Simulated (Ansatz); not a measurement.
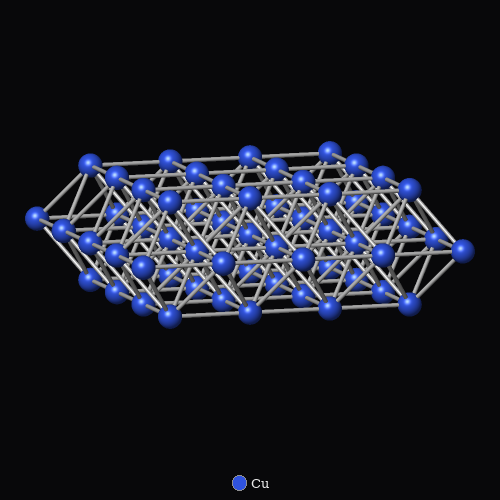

The system is H₂ on a Cu(100) slab cut from the Fm-3m phase, its upper half relaxed before the scan (12 atoms of substrate and one adsorbate in a 2 × 2 cell); the picture shows it without the atoms that are moved over the map. 
- H2 lies flat over one site of a rigid substrate while its bond length and height are varied; it sits over a bridge site, heights counted from the top plane, its axis along the first surface vector.
- The first coordinate is: distance H13-H14; the second: height of the H2 axis above the plane of Cu9.
- Grid: 8 × 9 points. At 15 points there is no value (left out: too close to the surface, or the stretched molecule far from it).
- Points are written as (first, second).
- Energies: eV, counted from the lowest grid point.
- All numbers below come from DFT PBE, scalar-relativistic, plane waves, PAW in Ansatz. Settings: cutoff 420 eV, k-mesh 5×5×1, gaussian smearing 0.1 eV, no spin polarisation.

Range: distance H13-H14 from 0.650 to 2.650 Å; height of the H2 axis above the plane of Cu9 from 0.45 to 3.60 Å.

What landscape does the calculation give?

The lowest grid point is at (2.650 Å, 0.45 Å). It lies on the edge of the grid, but the force there points inwards, so the minimum lies inside the range. The highest grid point, (0.650 Å, 0.45 Å), lies 3.79 eV above the lowest. On the interpolated surface the lowest path from the intact molecule far from the surface, (0.750 Å, 3.60 Å), to the stretched end of the scan, about (2.57 Å, 0.54 Å), has its top at about (1.22 Å, 0.99 Å), about 0.51 eV above the start and 0.74 eV above the end.

```
second ↓, first →  0.650  0.750  0.919  1.181  1.495  1.849  2.235  2.650
             3.60   0.43   0.21   0.56   1.69      –      –      –      –
             3.00   0.45   0.23   0.58   1.69      –      –      –      –
             2.60   0.50   0.28   0.61   1.69      –      –      –      –
             2.05   0.68   0.42   0.68   1.60   2.55      –      –      –
             1.73   0.84   0.53   0.68   1.37   2.03   2.38   2.50   2.52
             1.41   1.04   0.64   0.62   1.02   1.37   1.50   1.52   1.51
             1.09   1.42   0.91   0.68   0.73   0.78   0.74   0.68   0.66
             0.77   2.29   1.65   1.17   0.86   0.59   0.33   0.17   0.13
             0.45   3.79   3.01   2.26   1.54   0.90   0.38   0.07   0.00
```

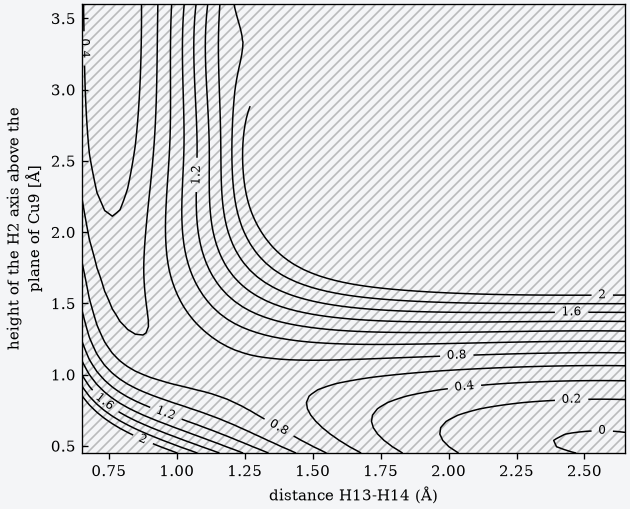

Drawn: contour lines labelled in eV (none above 2), hatched blanks where no value was computed. Between grid points the surface is interpolated.

Each point was launched as `ansatz run input.yaml --threads 4 --pin off --max-ram 12288MiB --backend cpu --events-out ev --progress --plain --runs-dir out`. Time for the 57 points that were run: 18 min on 4 threads of Arm Neoverse V2 (shared host).
